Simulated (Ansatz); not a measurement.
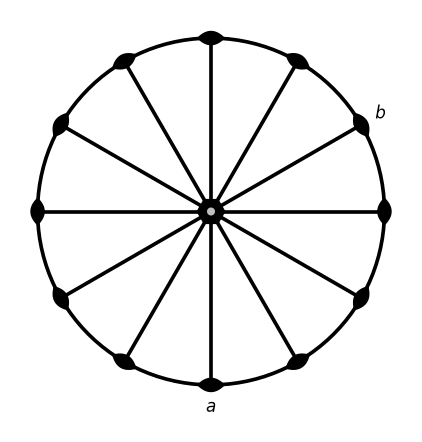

Stereographic projection: heavy lines are mirror planes (a heavy rim: a mirror in the plane of the page); lens, triangle, square and hexagon are 2-, 3-, 4- and 6-fold axes, a lens in an open square is −4, a triangle in an open hexagon −6; thin dashed diameters join the ends of axes that lie in the page; a small open circle marks inversion. The c axis points at the viewer. Computed from the symmetry operations of a computed or model structure of composition Ti3Al, which need not be its known form.

Name the crystal class.

Answer. 6/mmm (D6h), order 24, hexagonal system: one sixfold axis, six twofold axes, seven mirror planes, an inversion centre.

Can such a crystal be piezoelectric, pyroelectric or chiral?

Answer. It is centrosymmetric, so neither piezoelectric nor pyroelectric; it is not chiral.
